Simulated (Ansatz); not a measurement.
Al$_{2}$O$_{3}$

```
CELL_PARAMETERS angstrom
4.72855 0.00000 0.00000
-2.36427 4.09504 0.00000
0.00000 0.00000 12.90838
ATOMIC_POSITIONS crystal
Al 0.33333 0.66667 0.01883
Al 0.00000 0.00000 0.35216
Al 0.66667 0.33333 0.68549
Al 0.00000 0.00000 0.14784
Al 0.66667 0.33333 0.48117
Al 0.33333 0.66667 0.81451
Al 0.33333 0.66667 0.31451
Al 0.00000 0.00000 0.64784
Al 0.66667 0.33333 0.98117
Al 0.66667 0.33333 0.18549
Al 0.33333 0.66667 0.51883
Al 0.00000 0.00000 0.85216
O 0.30668 0.30668 0.25000
O 0.97335 0.64001 0.58333
O 0.64001 0.97335 0.91667
O 0.00000 0.69332 0.25000
O 0.66667 0.02665 0.58333
O 0.33333 0.35999 0.91667
O 0.69332 0.00000 0.25000
O 0.35999 0.33333 0.58333
O 0.02665 0.66667 0.91667
O 0.35999 0.02665 0.08333
O 0.02665 0.35999 0.41667
O 0.69332 0.69332 0.75000
O 0.66667 0.64001 0.08333
O 0.33333 0.97335 0.41667
O 0.00000 0.30668 0.75000
O 0.97335 0.33333 0.08333
O 0.64001 0.66667 0.41667
O 0.30668 0.00000 0.75000
```

Space group R-3c; computed pressure about 3 GPa in this cell.

The calculation used Kohn-Sham DFT of a periodic cell, r2SCAN with D3(BJ), Ansatz PAW in Ansatz.

Q: Predict the valence pseudo-density and electron localisation function between the atoms.

A: Al–O (1.84 Å): the density is about 0.67 e/Å³ at the midpoint; the ELF peaks at about 0.85 in the valence shell of O, 0.7 Å from its nucleus, and is about 0.80 at the midpoint.
Al–O (1.96 Å): ρ is about 0.53 e/Å³ halfway; the ELF peaks at about 0.85 in the valence shell of O, 0.7 Å from its nucleus, and is about 0.80 at the midpoint.

Q: Does the calculation make it a metal, or give it a gap?

A: It is gapped, with a Kohn–Sham gap of 7.4 eV on the k-point mesh, an upper bound to the gap of this method.

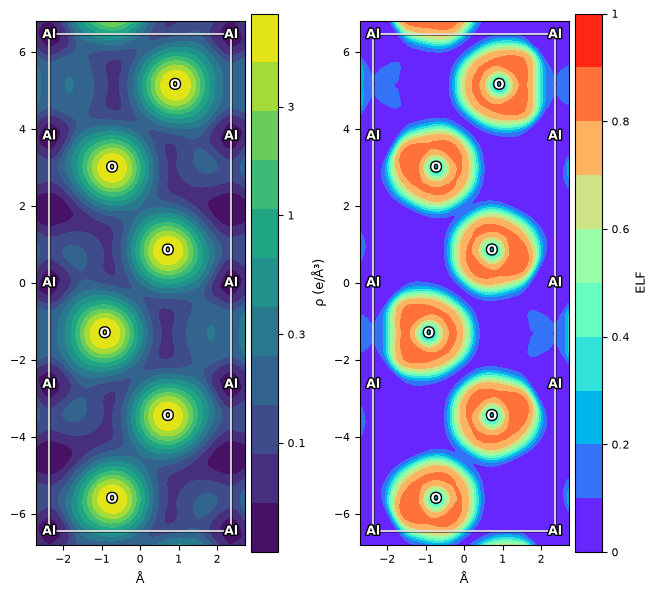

Computed valence pseudo-density and electron localisation function on the (100) plane of the conventional cell, in this order. 
